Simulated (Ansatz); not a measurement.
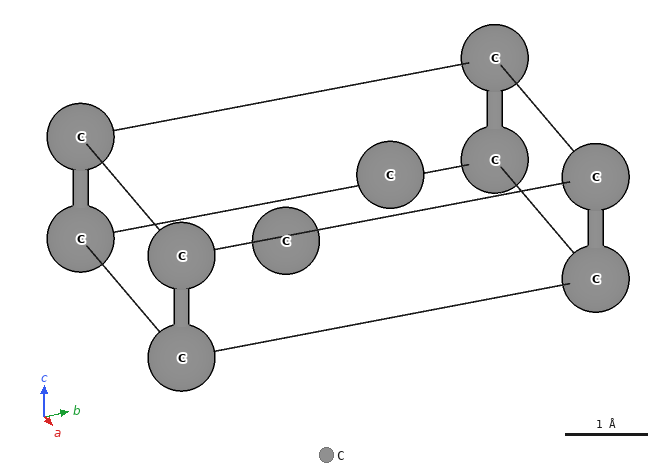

Ball-and-stick drawing of the structure, looking slightly off an axis. The outline marks the conventional unit cell.

Cell: a = 6.67 Å, b = 6.67 Å, c = 1.27 Å, α = 90.00°, β = 90.00°, γ = 120.00°.

Connected in the drawing: C–C up to 1.76 Å (cut-off distances).

How many atoms does the box hold, once sharing is allowed for?

Answer. 3 (carbon), counting shared atoms by their share.

Identify the space group.

Answer. P6/mmm (No. 191), with C on 1a and C on 2d.

In how many dimensions do the bonds extend?

Answer. The bonds build C chains along [001].

Starting structure: a textbook structure type filled with this element (whether it is the usual form wasn't checked). The final geometry of a relaxation with Ansatz, DFT r2SCAN, scalar-relativistic, plane waves, PAW is shown.
